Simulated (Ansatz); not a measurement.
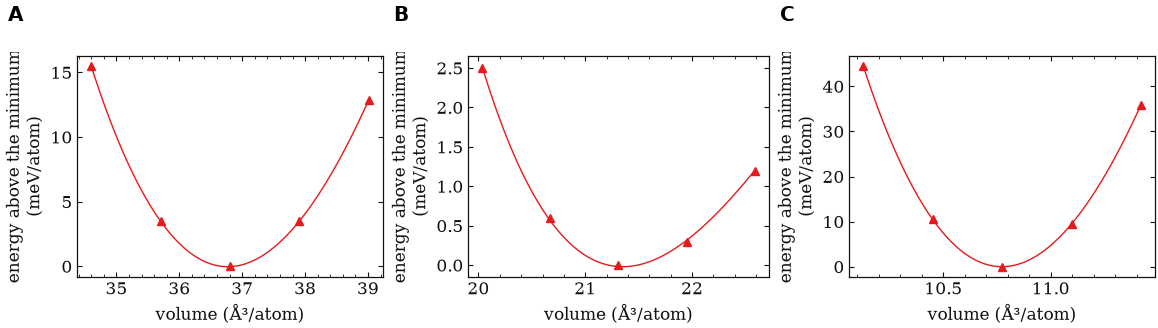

Each panel shows the energy above the minimum against volume for one of these solids: HgTe, F-43m (No. 216); P, Cmce (No. 64); TaN, Fm-3m (No. 225).

Method: third-order Birch-Murnaghan fit to density functional energies at scaled volumes of the given relaxed cell, shape and atoms relaxed at each volume; energies count from the fitted minimum; plane waves with PAW datasets, Γ-centred k mesh (Ansatz 0.2.0). Level: PBE, no spin polarisation.

### Which panel belongs to which solid?

A is HgTe (energy above the minimum from 0.0 meV/atom to 15.5 meV/atom, V0 36.77 Å³/atom, B0 34.2 GPa); B is P (energy above the minimum from 0.0 meV/atom to 2.5 meV/atom, V0 21.35 Å³/atom, B0 7.4 GPa); C is TaN (energy above the minimum from 0.0 meV/atom to 44.5 meV/atom, V0 10.77 Å³/atom, B0 329 GPa).

For HgTe, limits of the calculation: bands touch, and spin-orbit coupling could open a gap.

For P, limits of the calculation: a crossing between the sampled k points may be missed; bands touch, and spin-orbit coupling could open a gap; pressure derivative unusual; weakly bound, no dispersion correction.
